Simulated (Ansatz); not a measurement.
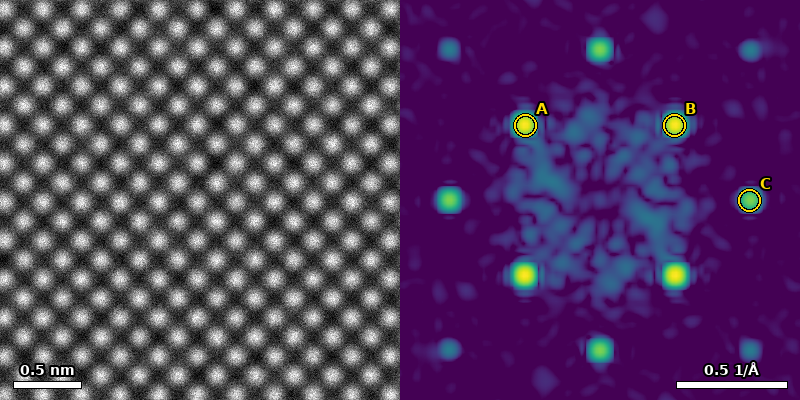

Dark-field STEM-like image of a crystal. The image is simulated as a sum over atoms of Z^1.7, blurred by a 1.09 Å probe (no channelling). The probe carries 15 % of its weight in a tail 2.5 times as wide. The display is stretched by a gamma of 0.8; percentages refer to the linear signal. Shot noise and the speckle of an amorphous layer were added.

The right panel is the modulus of the image's Fourier transform on a logarithmic scale.

Which lattice spacings do the marked spots stand for, and what angle do A and B enclose?

A: 2.0 Å, B: 2.0 Å, C: 1.4 Å; A and B enclose about 90°.

The crystal is Ti (Fd-3m, No. 227) along [001]; the spots are (2 -2 0), (-2 -2 0) and (-4 0 0). Atomic positions: the geometry relaxed with DFT, revPBE, plane waves (420 eV) with PAW, scalar-relativistic (Ansatz 0.2.0); the starting structure was generated, so it need not be a known form of this composition.
